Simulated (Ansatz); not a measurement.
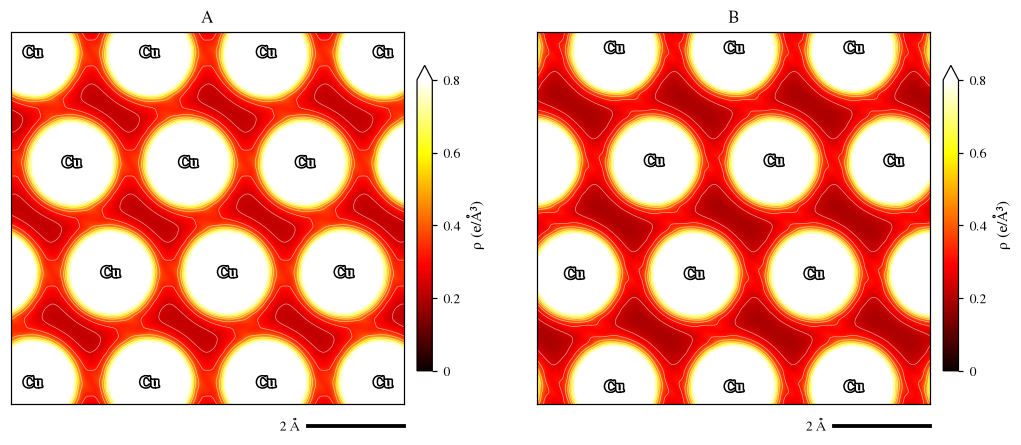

Cu. The valence charge density (pseudo) of two cells that differ in size, on the (010) plane of each (indices in the axes of the calculation cell), at one length scale and on one colour scale; one has 10.9 and the other 11.8 Å³ an atom.

The calculation used Ansatz 0.2.0, DFT, LDA (PW92), plane waves (420 eV) with PAW, scalar-relativistic.

In a PAW calculation such maps are meaningful between the atoms, not at the nuclei.

The larger cell:

```yaml
crystal:
  lattice:
    - [-1.43419, 1.43419, 1.43419]
    - [1.43419, -1.43419, 1.43419]
    - [1.43419, 1.43419, -1.43419]
  atoms:
    - { symbol: Cu, position: [0.00000, 0.00000, 0.00000] }
```

The smaller cell: a = 2.421 Å, b = 2.421 Å, c = 2.421 Å, α = 109.47°, β = 109.47°, γ = 109.47°.

### Which is the denser cell? Describe the effect of the change.

Panel A is the smaller cell, by 7 % in volume. From the larger cell to the smaller, Cu–Cu goes from 2.48 to 2.42 Å, and the density at its midpoint from 0.29 to 0.33 e/Å³.
